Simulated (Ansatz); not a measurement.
## Single-point calculation of CaF2 (part 2 of 2)

Continued. System: CaF2 (Fm-3m, 3 atoms in the cell). Method: DFT, LC-wPBE, plane waves, PAW, no spin polarisation (Ansatz 0.2.0); cutoff 420 eV, 6×6×6 k-mesh, fixed occupations. The structure derives from an entry of the Crystallography Open Database. The geometry comes from this level: r2SCAN.

Geometry of the input (Å; fractional positions):
```
0.0000  2.7196  2.7196
2.7196  0.0000  2.7196
2.7196  2.7196  0.0000
Ca 0.0000  0.0000  0.0000
F  0.2500  0.2500  0.2500
F  0.7500  0.7500  0.7500
```

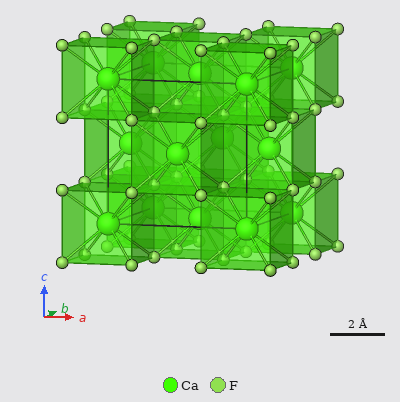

Fig. 1: The structure as given in the input (polyhedral view of the cell 4 times as large as that of the calculation, set on its symmetry axes, seen slightly off an axis; polyhedra are completed across the faces of the cell).

Output, continued:
```
--- Per-component energies (eV) ---
  E_band       = -313.964650
  E_kinetic    = 694.158644
  E_local      = -1780.072358  (includes V_loc(G=0)·N_el)
  E_nonlocal   = 211.213578
  E_hartree    = 634.110659
  E_xc         = -191.033116
  E_vxc        = -268.047916  (∫ρ·V_xc dr)
  E_exx        = -132.962595  (= α·E_x^exact, valence–valence)
  E_paw        = -1239.352498  (= ΣΔE_a)
  E_vpaw       = -173.516832  (= ΣTr[D̂ρ^β])
  E_aug_tail   = 0.004130  (compensation charges beyond the density's cutoff)
  E_ewald      = -1640.241487
  E_core_change = 0.012980  (= ΣΔE_core)
  E_smearing   = -0.000000  (= −TS)
  E_closure    = 0.000000  (closes the sum)
  Σ components = -3444.162064   (vs F -3444.162064, Δ=-4.55e-13)
--- Forces (eV/Å), atoms counted from 1 ---
  atom   1  Ca     0.00000000    -0.00000000    -0.00000000
  atom   2  F     -0.00000000    -0.00000000    -0.00000000
  atom   3  F      0.00000000     0.00000000     0.00000000
  max |Σ_I F_I| component: 2.89e-18 eV/Å
--- Stress (GPa, compression-positive) ---
        1.883115      -0.000000       0.000000
       -0.000000       1.883115       0.000000
        0.000000       0.000000       1.883115
  P = ⅓ Tr σ = 1.8831 GPa (18.831 kbar)
--- Band table (eV; the first three rows and the last of 16) ---
  k-point 0: bands = ["-39.0982", "-22.5362", "-21.5639", "-19.0584", "-19.0584", "-19.0584", "-3.8492", "-3.8492", "-3.8492", "-1.6359", "-1.6359", "-1.6359", "13.7232", "16.6755", "16.6755", "19.1569"]
  k-point 1: bands = ["-39.0876", "-22.6083", "-21.6554", "-19.0747", "-19.0747", "-18.9198", "-3.7052", "-3.7052", "-3.5932", "-1.9823", "-1.7841", "-1.7841", "14.4463", "16.7395", "16.7395", "18.8597"]
  k-point 2: bands = ["-39.0663", "-22.6804", "-21.9198", "-19.1070", "-19.1070", "-18.6202", "-3.3625", "-3.3625", "-3.1040", "-2.5807", "-2.1214", "-2.1214", "15.8550", "16.8725", "16.8725", "18.4078"]
  k-point 15: bands = ["-39.0415", "-22.7143", "-22.2441", "-19.2223", "-18.9129", "-18.4374", "-4.3176", "-3.6581", "-2.9740", "-2.1854", "-1.6839", "-1.4019", "15.3295", "17.2807", "17.5517", "17.9038"]
```

File rho_z.tsv:
```
# z_ang	rho[e/angstrom^3]
# format = ansatz-planar-average/11
# lattice	0.000000000	2.719592886	2.719592886
# lattice	2.719592886	0.000000000	2.719592886
# lattice	2.719592886	2.719592886	0.000000000
# sites	3
# site	20	0.000000000	0.000000000	0.000000000
# site	9	1.359796443	1.359796443	1.359796443
# site	9	4.079389329	4.079389329	4.079389329
0.000000	7.693710e-1
0.142448	7.626122e-1
0.284895	7.495045e-1
0.427343	7.482394e-1
0.569790	7.715751e-1
0.712238	8.078340e-1
0.854686	8.239529e-1
0.997133	7.870851e-1
1.139581	6.858936e-1
1.282028	5.388080e-1
1.424476	3.852893e-1
1.566924	2.635648e-1
1.709371	1.890120e-1
1.851819	1.557898e-1
1.994266	1.557898e-1
2.136714	1.890120e-1
2.279162	2.635648e-1
2.421609	3.852893e-1
2.564057	5.388080e-1
2.706504	6.858936e-1
2.848952	7.870851e-1
2.991400	8.239529e-1
3.133847	8.078340e-1
3.276295	7.715751e-1
3.418742	7.482394e-1
3.561190	7.495045e-1
3.703638	7.626122e-1
```

File v_z.tsv:
```
# z_ang	v_es[eV]	v_tot[eV]
# format = ansatz-planar-average/11
# xc	lc_wpbe
# density_cutoff_ev	1680
# datasets	Ca=:simpson_from_first_knot:soft:fock:shift=0	F=:simpson_from_first_knot:soft:fock:shift=0
# lattice	0.000000000	2.719592886	2.719592886
# lattice	2.719592886	0.000000000	2.719592886
# lattice	2.719592886	2.719592886	0.000000000
# sites	3
# site	20	0.000000000	0.000000000	0.000000000
# site	9	1.359796443	1.359796443	1.359796443
# site	9	4.079389329	4.079389329	4.079389329
0.000000	-8.944888e-1	-7.709471e0
0.142448	-9.192968e-1	-7.758205e0
0.284895	-9.810071e-1	-7.793709e0
0.427343	-8.426305e-1	-7.551657e0
0.569790	-3.579181e-1	-6.888789e0
0.712238	4.217296e-1	-5.761041e0
0.854686	1.450758e0	-4.339509e0
0.997133	2.611915e0	-2.724508e0
1.139581	3.841757e0	-8.942833e-1
1.282028	5.162554e0	6.612167e-1
1.424476	6.568097e0	2.002339e0
1.566924	7.971002e0	3.913559e0
1.709371	9.211546e0	5.834067e0
1.851819	9.916886e0	6.610148e0
1.994266	9.916886e0	6.610148e0
2.136714	9.211546e0	5.834067e0
2.279162	7.971002e0	3.913559e0
2.421609	6.568097e0	2.002339e0
2.564057	5.162554e0	6.612167e-1
2.706504	3.841757e0	-8.942833e-1
2.848952	2.611915e0	-2.724508e0
2.991400	1.450758e0	-4.339509e0
3.133847	4.217296e-1	-5.761041e0
3.276295	-3.579181e-1	-6.888789e0
3.418742	-8.426305e-1	-7.551657e0
3.561190	-9.810071e-1	-7.793709e0
3.703638	-9.192968e-1	-7.758205e0
```

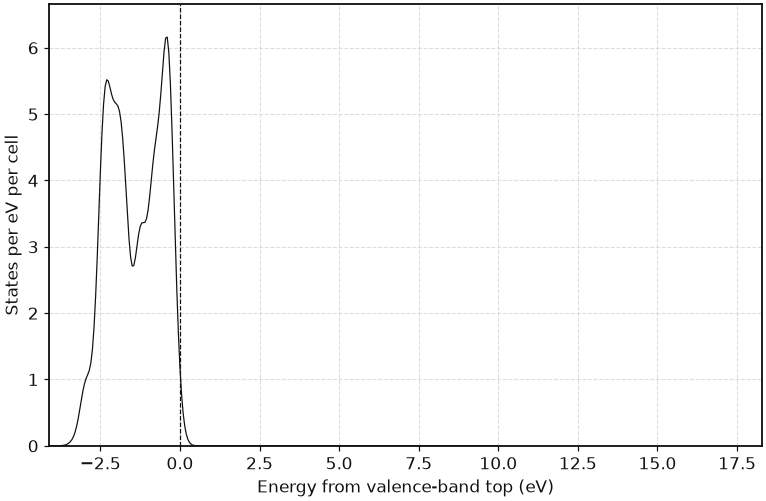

Fig. 2: Density of states (the curve is built from the levels of the k mesh with Gaussians 0.4 eV wide, which also blur the band edges), with energies from the valence-band top. There is a gap of 15.05 eV on the k-point mesh. Small ripples come from the finite k-point mesh.

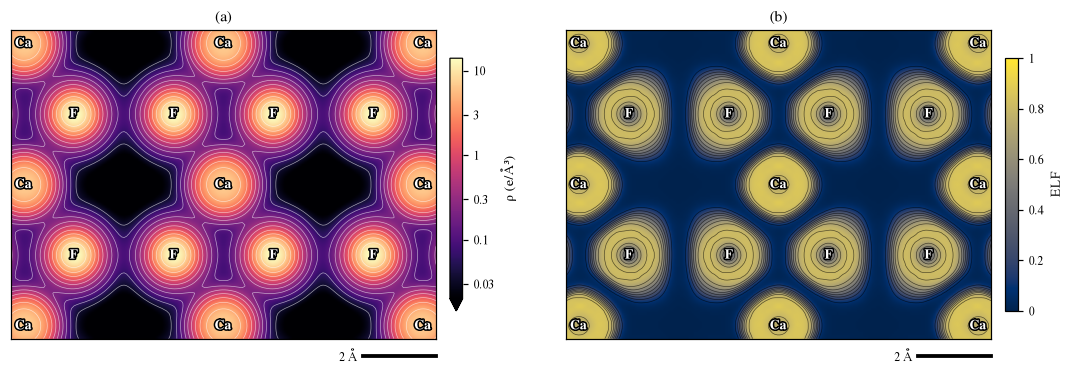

Fig. 3: (a) valence electron density; (b) electron localisation function on the (110) plane of the conventional cell. Atoms in the plane: Ca and F. Ca–F (2.36 Å): the density is about 0.22 e/Å³ at the midpoint; the ELF is about 0.05 at the midpoint (a closed-shell, largely ionic contact). Away from the nuclei the density in this plane falls to 0.007 e/Å³ at its lowest. The strong features right at Ca lie inside the PAW spheres (semicore, d or f shells) and say nothing about bonding. Core electrons are frozen (PAW), so the fields are smoothed inside the atomic spheres.

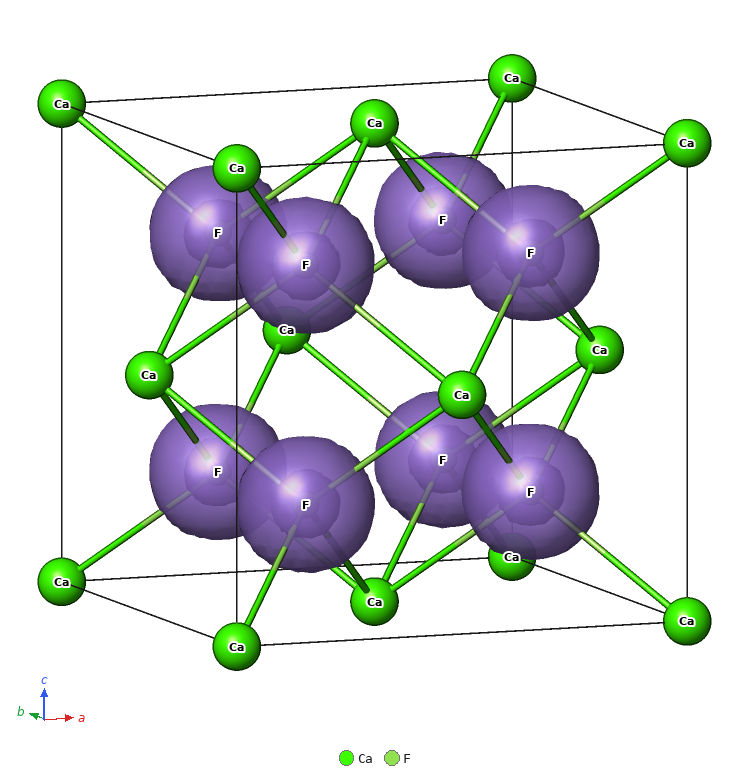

Fig. 4: Isosurface of the electron localisation function at 0.75 (purple), seen slightly off an axis. Core shells and regions of very low density are left out. Sticks mark near contacts. The outline is the cell set on symmetry axes. Profiles from the grid: Ca–F (2.36 Å): the ELF peaks at about 0.80 in the valence shell of F, 0.6 Å from its nucleus, and drops to about 0 between the two atoms, as expected for two separate closed shells.

Summary:

- outcome: converged
- space group (tolerance 0.01 Å): Fm-3m (225)
- electrons treated: 24
- free energy: −3444.1621 eV
- Fermi energy: −1.330 eV
- gap on the k-point mesh: 15.05 eV
- pressure: 1.88 GPa
- largest force (length of the vector): under 0.001 eV/Å
- hardware: 2 threads of an x86-64 CPU, shared host
- wall time: 15 s (CPU time 27 s)
- peak memory: 1.1 GiB

Notes:

Warnings of the run: the exchange loop's threshold is looser than advised for the stress; the SCF threshold is looser than advised for the printed stress.
